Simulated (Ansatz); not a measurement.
Hg₄S

The calculation's input:

```
crystal:
  lattice:
    - [-3.3730143664, 3.3730143664, 3.3730143664]
    - [3.3730143664, -3.3730143664, 3.3730143664]
    - [3.3730143664, 3.3730143664, -3.3730143664]
  atoms:
    - { symbol: Hg, position: [0.5, 0.5, 0.5] }
    - { symbol: Hg, position: [0.5, 0.0, 0.0] }
    - { symbol: Hg, position: [0.0, 0.0, 0.5] }
    - { symbol: Hg, position: [0.0, 0.5, 0.0] }
    - { symbol: S, position: [0.0, 0.0, 0.0] }
basis:
  ecutwfc: 420
kpoints:
  mp_grid: { grid: [8, 8, 8] }
hamiltonian:
  xc: pbe
scf:
  occupations: { method: gaussian, width: 0.1 }
output:
  forces: true
  stress: true
  eigenvalues: true
  write_density: true
  write_potential: true
  elf: true
  volumetric_format: npy
relax:
  adjacent_minimum: "off"
  f_tol: 0.01
  max_steps: 80
  cell: { stress_tol: 0.05 }
```

Command:

```sh
ansatz run input.yaml --threads 1 --pin off --max-ram 2048MiB --backend cpu --events-out ev --progress --plain --runs-dir out
```

Below, planes, directions and counts refer to the conventional cell (a = 6.67 Å, b = 6.67 Å, c = 6.67 Å, α = 90.00°, β = 90.00°, γ = 90.00°).

The fields are those of the relaxed geometry.

Space group Im-3m; a structure generated by program, which may or may not match a known phase.

The calculation used DFT PBE, scalar-relativistic, plane waves, PAW (Ansatz 0.2.0).

The density is the valence pseudo-density of a PAW calculation; it isn't the true density close to the nuclei.

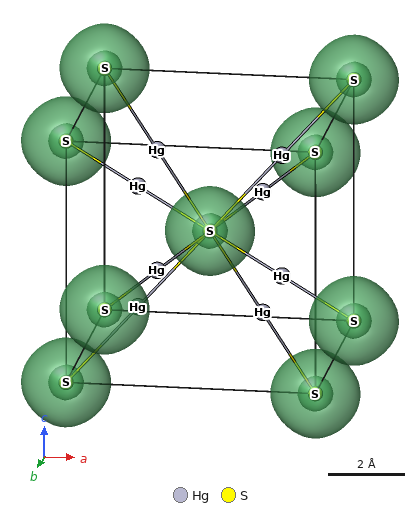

Figure 1. Isosurface of the electron localisation function at 0.6 (green), seen at an oblique angle. Only the valence region is drawn (cores and ρ < 0.01 e/Å³ removed). Sticks mark near contacts.

Where are the electrons localised?

The ELF exceeds this value in two regions wrapped around S (the valence shell of each), counted in one cell of 10 atoms. Any copies at cell faces, edges or corners count once.


Hg–S (2.89 Å): the ELF peaks at about 0.85 in the valence shell of S, 0.8 Å from its nucleus, and drops to about 0.20 between the two atoms.

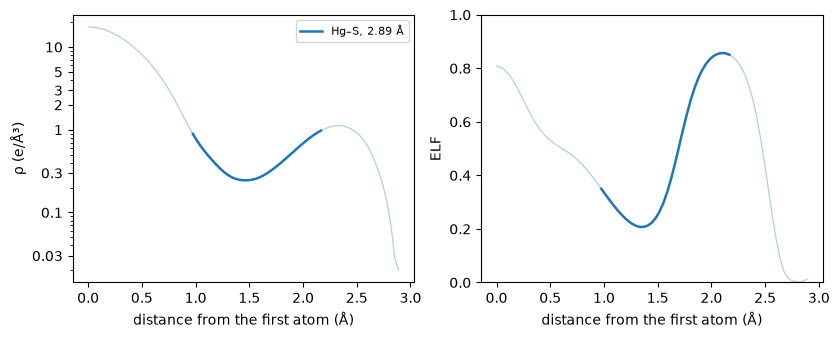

Figure 2. Valence pseudo-density and electron localisation function along straight lines between neighbouring atoms. Thin, pale parts lie inside the atomic spheres.

What can be read from the curves?

Hg–S (2.89 Å): the density is about 0.25 e/Å³ at the midpoint; the ELF peaks at about 0.85 in the valence shell of S, 0.8 Å from its nucleus, and drops to about 0.20 between the two atoms.

Metal or insulator at this level of theory?

It is gapless in this calculation (a metal or semimetal).
